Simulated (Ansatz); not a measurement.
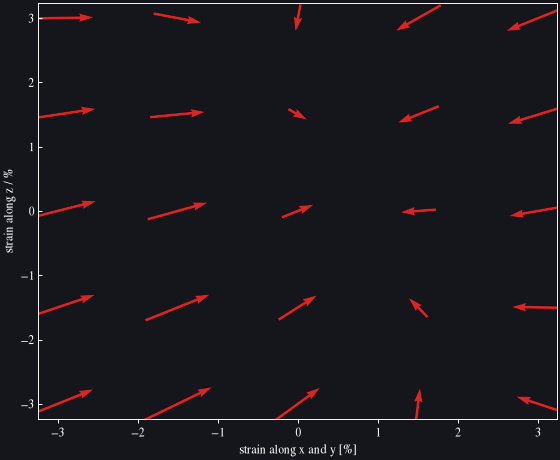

BeS (F-43m, No. 216; 2 atoms in the cell). The cell is strained homogeneously, by one strain along x and y and another along z, with fractional coordinates fixed (x, y and z along the cube axes). First axis: strain along x and y. Second axis: strain along z. Grid: 5 × 5 points. The reference cell is the one listed in the database, not relaxed at this level. Computed with Ansatz, DFT PBE, scalar-relativistic, plane waves, PAW. Settings: cutoff 420 eV, k-mesh 8×8×8, gaussian smearing 0.05 eV, no spin polarisation.

Drawn: arrows along the force (downhill), their lengths compressed.

Q: The arrows alone are given. Where is the energy lowest?

A: The arrows converge at about strain along x and y = 0.5 %, strain along z = 0.5 % (read from the interpolated surface).

The energy map of the same scan:

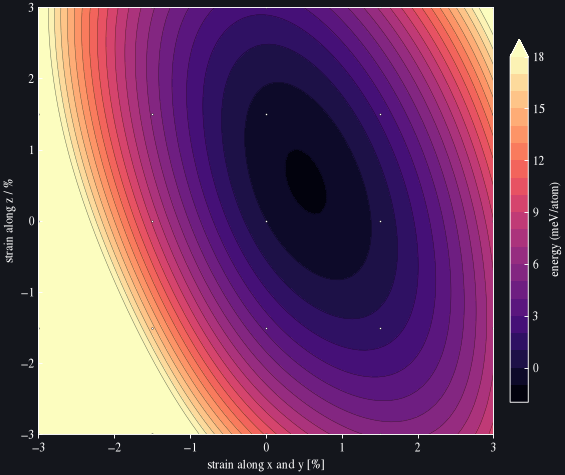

Energies are in meV/atom, from the unstrained cell; between grid points the surface is interpolated.
